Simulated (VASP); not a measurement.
# Geometry relaxation, with input and output: ZrS$_{2}$ (part 1 of 2)

The run: geometry relaxation of ZrS$_{2}$ (P-3m1, 3 atoms in the cell). Method and program: Kohn-Sham DFT of a periodic cell, PBE with D3(BJ), VASP PAW PBE potentials, recommended, no spin polarisation (VASP 6.6.1).

The structure derives from a Materials Project entry.

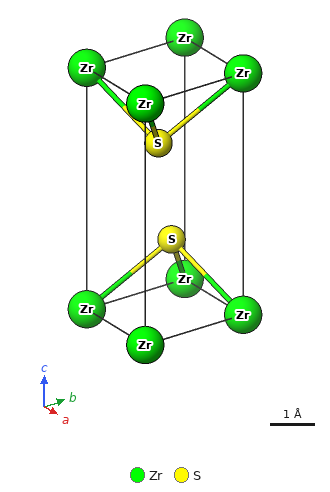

The input geometry (ball-and-stick view of the cell of the calculation, seen slightly off an axis). An atom can appear more than once, as a periodic image. Near neighbours in the periodic cell (some may lie outside the picture): Zr has 6 S at 2.56 Å; S has 3 Zr at 2.56 Å.

**INCAR**
```
SYSTEM = ZrS2
PREC = Accurate
ENCUT = 600
EDIFF = 1E-7
ISMEAR = 0
SIGMA = 0.03
LREAL = .FALSE.
LASPH = .TRUE.
NELM = 80
ALGO = Normal
ISIF = 3
LWAVE = .FALSE.
LCHARG = .FALSE.
GGA = PE
IVDW = 12
IBRION = 2
NSW = 90
EDIFFG = -0.005
KPAR = 2
```

**KPOINTS**
```
regular mesh
0
G
  9 9 5
  0 0 0
```

**POSCAR**
```
ZrS2                                    
1.0
    3.6351731693      0.0000000000      0.0000000000
   -1.8175865847      3.1481523118      0.0000000000
    0.0000000000      0.0000000000      5.7250099805
  Zr              S             
     1     2
Direct
     1.0000000000000000    1.0000000000000000    1.0000000000000000
     0.6666666699999979    0.3333333300000021    0.7448742211961318
     0.3333333300000021    0.6666666699999979    0.2551257788038683
```

Run on 2 threads of Intel Xeon (Emerald Rapids), 360 GiB of memory available, shared host.

Run as:
```bash
cat potpaw_PBE.64/Zr_sv/POTCAR potpaw_PBE.64/S/POTCAR > POTCAR
mpirun -np 2 vasp_std > vasp.out
```

**OSZICAR**
```
N       E                     dE             d eps       ncg     rms          rms(c)
DAV:   1     0.191657269127E+03    0.19166E+03   -0.13192E+04  1600   0.156E+03
DAV:   2    -0.124980870426E+02   -0.20416E+03   -0.20193E+03  2104   0.331E+02
DAV:   3    -0.230995993907E+02   -0.10602E+02   -0.10586E+02  2728   0.723E+01
DAV:   4    -0.234048213183E+02   -0.30522E+00   -0.30518E+00  2336   0.100E+01
DAV:   5    -0.234102685909E+02   -0.54473E-02   -0.54472E-02  2520   0.120E+00    0.164E+01
DAV:   6    -0.214196325031E+02    0.19906E+01   -0.85113E+00  1904   0.164E+01    0.843E+00
DAV:   7    -0.213619367718E+02    0.57696E-01   -0.64280E-01  2496   0.487E+00    0.384E+00
DAV:   8    -0.213670393446E+02   -0.51026E-02   -0.82166E-02  2280   0.199E+00    0.786E-01
DAV:   9    -0.213678001842E+02   -0.76084E-03   -0.10460E-02  2168   0.743E-01    0.444E-01
DAV:  10    -0.213681003560E+02   -0.30017E-03   -0.16642E-03  2336   0.317E-01    0.176E-01
DAV:  11    -0.213680619931E+02    0.38363E-04   -0.16608E-04  2192   0.891E-02    0.503E-02
DAV:  12    -0.213680896746E+02   -0.27681E-04   -0.66028E-05  2024   0.570E-02    0.284E-02
DAV:  13    -0.213680884616E+02    0.12130E-05   -0.31369E-06  2272   0.100E-02    0.147E-02
DAV:  14    -0.213680886383E+02   -0.17671E-06   -0.14327E-06  2192   0.739E-03    0.184E-03
DAV:  15    -0.213680887018E+02   -0.63526E-07   -0.11878E-07  1632   0.220E-03
   1 F= -.22456873E+02 E0= -.22456873E+02  d E =-.224569E+02
       N       E                     dE             d eps       ncg     rms          rms(c)
DAV:   1    -0.213673215809E+02    0.76706E-03   -0.21876E-03  1824   0.431E-01    0.824E-02
DAV:   2    -0.213672675031E+02    0.54078E-04   -0.14404E-04  1848   0.118E-01    0.276E-02
DAV:   3    -0.213672536298E+02    0.13873E-04   -0.61242E-05  2456   0.561E-02    0.121E-02
DAV:   4    -0.213672557615E+02   -0.21317E-05   -0.32101E-06  2104   0.129E-02    0.672E-03
DAV:   5    -0.213672577118E+02   -0.19503E-05   -0.19582E-06  2400   0.726E-03    0.280E-03
DAV:   6    -0.213672584888E+02   -0.77700E-06   -0.28284E-07  1976   0.337E-03    0.793E-04
DAV:   7    -0.213672585724E+02   -0.83608E-07   -0.25694E-08  1040   0.124E-03
   2 F= -.22456877E+02 E0= -.22456877E+02  d E =-.385039E-05
       N       E                     dE             d eps       ncg     rms          rms(c)
DAV:   1    -0.213674873501E+02   -0.22886E-03   -0.15682E-04  1816   0.115E-01    0.221E-02
DAV:   2    -0.213674840914E+02    0.32588E-05   -0.10499E-05  1856   0.316E-02    0.742E-03
DAV:   3    -0.213674832289E+02    0.86247E-06   -0.44265E-06  2384   0.151E-02    0.325E-03
DAV:   4    -0.213674830146E+02    0.21433E-06   -0.22883E-07  1736   0.348E-03    0.176E-03
DAV:   5    -0.213674827017E+02    0.31289E-06   -0.13267E-07  1232   0.221E-03    0.650E-04
DAV:   6    -0.213674825599E+02    0.14182E-06   -0.34299E-08   920   0.127E-03    0.188E-04
DAV:   7    -0.213674825452E+02    0.14636E-07   -0.19080E-08   912   0.778E-04
   3 F= -.22456878E+02 E0= -.22456878E+02  d E =-.452576E-05
       N       E                     dE             d eps       ncg     rms          rms(c)
DAV:   1    -0.213672152895E+02    0.26727E-03   -0.61236E-04  1656   0.182E-01    0.207E-02
DAV:   2    -0.213672104721E+02    0.48174E-05   -0.32034E-05  1944   0.489E-02    0.103E-02
DAV:   3    -0.213672089016E+02    0.15705E-05   -0.38743E-06  2496   0.143E-02    0.512E-03
DAV:   4    -0.213672090539E+02   -0.15233E-06   -0.71099E-07  2424   0.514E-03    0.276E-03
DAV:   5    -0.213672093511E+02   -0.29716E-06   -0.19698E-07  1504   0.286E-03    0.188E-03
DAV:   6    -0.213672096957E+02   -0.34461E-06   -0.86020E-08  1080   0.196E-03    0.164E-04
DAV:   7    -0.213672097083E+02   -0.12576E-07   -0.30766E-08   904   0.110E-03
   4 F= -.22456882E+02 E0= -.22456882E+02  d E =-.413782E-05
```

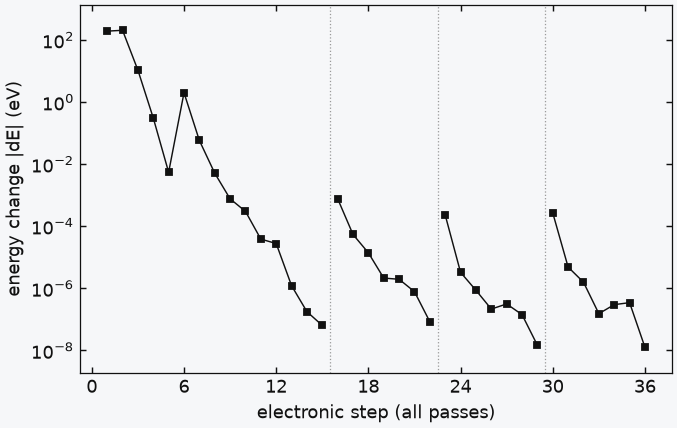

Convergence of the self-consistent field: energy change |dE| against the electronic step. Each stretch between dotted lines is the SCF of one geometry step of a relaxation. The 4 ionic steps take 7 to 15 electronic steps each. The density is held fixed in the first few steps, and dE rises again when its update begins.

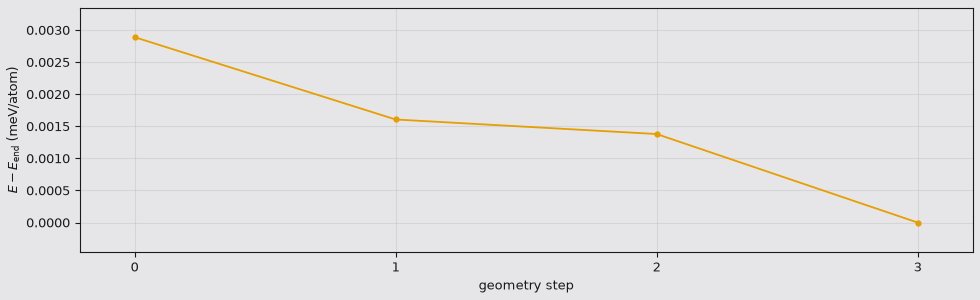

Progress of the relaxation, step by step (steps are counted from 0). No atom moves by more than 0.005 Å relative to the cell. After 3 geometry steps the energy has fallen by next to nothing (0.0 meV per atom). Largest force component: 0.0028 eV/Å at the start, 0.0049 eV/Å at the end.

**Parts of OUTCAR**
```
SYSTEM = ZrS2
   PREC = Accurate
   ENCUT = 600
   EDIFF = 1E-7
   ISMEAR = 0
   LREAL = .FALSE.
   LASPH = .TRUE.
   NELM = 80
   ISIF = 3
   GGA = PE
   IVDW = 12
   IBRION = 2
   NSW = 90
   EDIFFG = -0.005
 IVDW          = 12
 VDW_S6        =  1.00000000  s6, scaling of the dipole-dipole dispersion
 VDW_S8        =  0.78750002  s8, scaling of the dipole-quadrupole dispersion
 VDW_A1        =  0.42890000  a1, scaling of the critical radii
 VDW_A2        =  4.44070005  a2, offset of the critical radii
 VDW_RADIUS    = 50.20216178  two-body interaction cutoff (in Angstroms)
 VDW_CNRADIUS  = 21.16708996  CN, coordination number cutoff (in Angstroms)

 ion  position               nearest neighbor table
   1  0.000  0.000  0.000-   2 2.56   3 2.56   2 2.56   3 2.56   2 2.56   3 2.56
   2  0.667  0.333  0.745-   1 2.56   1 2.56   1 2.56
   3  0.333  0.667  0.255-   1 2.56   1 2.56   1 2.56

  LATTYP: Found a hexagonal cell.
 ALAT       =     3.6351731693
 C/A-ratio  =     1.5748933308

  Lattice vectors:

 A1 = (   3.6351731693,   0.0000000000,   0.0000000000)
 A2 = (  -1.8175865847,   3.1481523118,   0.0000000000)
 A3 = (   0.0000000000,   0.0000000000,   5.7250099805)

Analysis of symmetry for initial positions (statically):
=====================================================================
 Subroutine PRICEL returns:
 Original cell was already a primitive cell.

 Routine SETGRP: Setting up the symmetry group for a
 hexagonal supercell.

 Subroutine GETGRP returns: Found 12 space group operations
 (whereof 12 operations were pure point group operations)
 out of a pool of 24 trial point group operations.

The static configuration has the point symmetry D_3d.

Analysis of symmetry for dynamics (positions and initial velocities):
=====================================================================
 Subroutine PRICEL returns:
 Original cell was already a primitive cell.

 Routine SETGRP: Setting up the symmetry group for a
 hexagonal supercell.

 Subroutine GETGRP returns: Found 12 space group operations
 (whereof 12 operations were pure point group operations)
 out of a pool of 24 trial point group operations.

The dynamic configuration has the point symmetry D_3d.

 Subroutine INISYM returns: Found 12 space group operations
 (whereof 12 operations are pure point group operations),
 and found     1 'primitive' translations

----------------------------------------------------------------------------------------

                                     Primitive cell

  volume of cell :      65.5175

  direct lattice vectors                    reciprocal lattice vectors
     3.635173169  0.000000000  0.000000000     0.275090059  0.158823319  0.000000000
    -1.817586585  3.148152312  0.000000000     0.000000000  0.317646639  0.000000000
     0.000000000  0.000000000  5.725009981     0.000000000  0.000000000  0.174672185

  length of vectors
     3.635173169  3.635173169  5.725009981     0.317646639  0.317646639  0.174672185

  position of ions in fractional coordinates (direct lattice)
     0.000000000  0.000000000  0.000000000
     0.666666670  0.333333330  0.744874221
     0.333333330  0.666666670  0.255125779

  ion indices of the primitive-cell ions
   primitive index   ion index
                 1           1
                 2           2
                 3           3

----------------------------------------------------------------------------------------

 KPOINTS: regular mesh

Automatic generation of k-mesh.
 Grid dimensions read from file:
 generate k-points for:    9    9    5

 Generating k-lattice:

  Cartesian coordinates                     Fractional coordinates (reciprocal lattice)
     0.030565562  0.017647035  0.000000000     0.111111111 -0.000000000  0.000000000
     0.000000000  0.035294071  0.000000000     0.000000000  0.111111111  0.000000000
     0.000000000  0.000000000  0.034934437     0.000000000  0.000000000  0.200000000

  Length of vectors
     0.035294071  0.035294071  0.034934437

  Shift w.r.t. Gamma in fractional coordinates (k-lattice)
     0.000000000  0.000000000  0.000000000

 Subroutine IBZKPT returns following result:
 ===========================================

 Found     50 irreducible k-points:

 Following reciprocal coordinates:
            Coordinates               Weight
  0.000000  0.000000  0.000000      1.000000
  0.111111  0.000000  0.000000      6.000000
  0.222222  0.000000  0.000000      6.000000
  0.333333  0.000000  0.000000      6.000000
  0.444444  0.000000  0.000000      6.000000
  0.111111  0.111111  0.000000      6.000000
  0.222222  0.111111  0.000000     12.000000
  0.333333  0.111111  0.000000     12.000000
  0.444444  0.111111  0.000000      6.000000
  0.222222  0.222222  0.000000      6.000000
  0.333333  0.222222  0.000000     12.000000
  0.333333  0.333333  0.000000      2.000000
  0.000000  0.000000  0.200000      2.000000
  0.111111  0.000000  0.200000      6.000000
  0.000000  0.111111  0.200000      6.000000
  0.222222  0.000000  0.200000      6.000000
  0.000000  0.222222  0.200000      6.000000
  0.333333  0.000000  0.200000      6.000000
  0.000000  0.333333  0.200000      6.000000
  0.444444  0.000000  0.200000      6.000000
  0.000000  0.444444  0.200000      6.000000
  0.111111  0.111111  0.200000     12.000000
  0.222222  0.111111  0.200000     12.000000
 -0.111111  0.333333  0.200000     12.000000
 [... further k-points ...]
   k-points           NKPTS =     50   k-points in BZ     NKDIM =     50   number of bands    NBANDS=     16
   number of dos      NEDOS =    301   number of ions     NIONS =      3
   total plane-waves  NPLWV =  43200
   dimension x,y,z NGX =    30 NGY =   30 NGZ =   48
   dimension x,y,z NGXF=    60 NGYF=   60 NGZF=   96
   ions per type =               1   2
   NGX,Y,Z   is equivalent  to a cutoff of  13.72, 13.72, 13.94 a.u.
   NGXF,Y,Z  is equivalent  to a cutoff of  27.44, 27.44, 27.88 a.u.
 SYSTEM =  ZrS2
   PREC   = accura    normal or accurate (medium, high low for compatibility)
   ISTART =      0    job   : 0-new  1-cont  2-samecut
   ICHARG =      2    charge: 1-file 2-atom 10-const
   ISPIN  =      1    spin polarized calculation?
   LNONCOLLINEAR =      F non collinear calculations
   LSORBIT =      F    spin-orbit coupling
   LASPH  =      T    aspherical Exc in radial PAW
   ENCUT  =  600.0 eV  44.10 Ry    6.64 a.u.   7.26  7.26 11.43*2*pi/ulx,y,z
   NELM   =     80;   NELMIN=  2; NELMDL= -5     # of ELM steps
   EDIFF  = 0.1E-06   stopping-criterion for ELM
   LREAL  =      F    real-space projection
   EDIFFG = -.5E-02   stopping-criterion for IOM
   NSW    =     90    number of steps for IOM
   IBRION =      2    ionic relax: 0-MD 1-quasi-New 2-CG
   NFREE  =      1    steps in history (QN), initial steepest desc. (CG)
   ISIF   =      3    stress and relaxation
   ISYM   =      2    0-nonsym 1-usesym 2-fastsym
   POTIM  = 0.5000    time-step for ionic-motion
   TEBEG  =    0.0;   TEEND  =   0.0 temperature during run
   PSTRESS=    0.0 pullay stress
   NELECT =      24.0000    total number of electrons
   NUPDOWN=      -1.0000    fix difference up-down
   EMIN   =  10.00;   EMAX   =-10.00  energy-range for DOS
   EFERMI =   0.00;   METHOD = LEGACY
   ISMEAR =     0;   SIGMA  =   0.03  broadening in eV -4-tet -1-fermi 0-gaus
   EFERMI_NEDOS =   21; number of points for ismear=-14 and -15
   IALGO  =     38    algorithm
   IMIX   =      4    mixing-type and parameters
     AMIX     =   0.40;   BMIX     =  1.00
     AMIX_MAG =   1.60;   BMIX_MAG =  1.00
  volume/ion in A,a.u.               =      21.84       147.38
  Fermi-wavevector in a.u.,A,eV,Ry     =   1.171367  2.213562 18.668554  1.372100
  Thomas-Fermi vector in A             =   2.307812
   LORBIT       =      0    0 simple, 1 ext, 2 COOP (PROOUT), +10 PAW based schemes
   GGA     = PE    functional components
   LHFCALC =     F    Hartree Fock is set to
   AEXX    =    0.0000 exact exchange contribution
   IVDW    =    12    specifies the selected vdW correction
   LEPSILON=     F    determine dielectric tensor
   LRPA    =     F    only Hartree local field effects (RPA)
 conjugate gradient relaxation of ions
 non-spin polarized calculation
 Gauss-broadening in eV      SIGMA  =   0.03
  energy-cutoff  :      600.00
  volume of cell :       65.52
 maximum number of plane-waves:      2231
 NGX is ok and might be reduce to    30
   NGX = 15   NGY = 15   NGZ = 23

--------------------------------------- Ionic step        1  -------------------------------------------

 number of electron      24.0000000 magnetization

 Free energy of the ion-electron system (eV)
  ---------------------------------------------------
  ext. energy  EPLUGINS =         0.00000000
  ---------------------------------------------------
  free energy    TOTEN  =       -21.36808870 eV

  energy without entropy =      -21.36808870  energy(sigma->0) =      -21.36808870

------------------------ aborting loop because EDIFF is reached ----------------------------------------

 Edisp (eV)   -1.08878

 E8    (eV) :    -0.4624
```
